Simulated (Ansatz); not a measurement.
System: ZnS, space group Imm2, 2 atoms in the cell, shear (xy) strain +5.1%.

```
Zn S
1.0
     0.06897    2.69410    2.69410
     2.69410    0.06897    2.69410
     2.76306    2.76306    0.00000
Zn S
1 1
Direct
  0.24545 0.24545 0.25455
  0.00455 0.00455 0.99545
```

Method: DFT, HSE06, plane waves, PAW, no spin polarisation, 6×6×6 k mesh (Ansatz).

Predict the main features of the density of states.

There is a gap; over the k points computed it is 3.18 eV (direct among those points). The upper group of valence states starts about 5.9 eV under the valence-band top, with a gap beneath it; it holds about 6 electrons a cell.

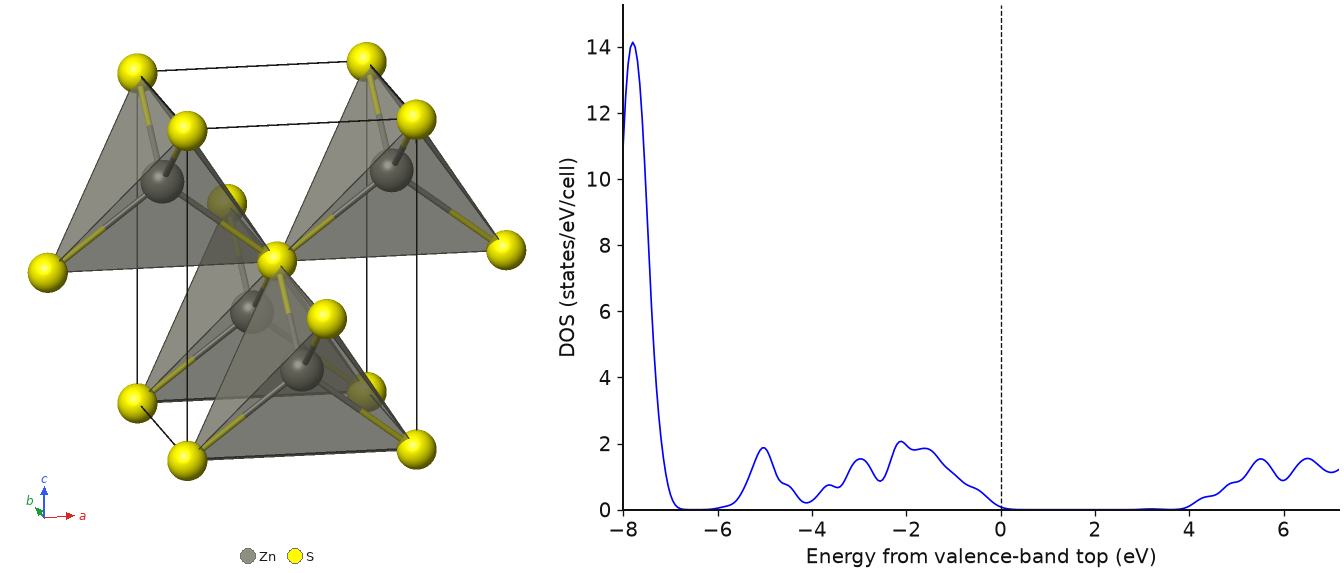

Density of states, beside the structure. Energies are counted from the top of the valence band. The curve is built from the levels of the k mesh with Gaussians 0.4 eV wide, which also blur the band edges.
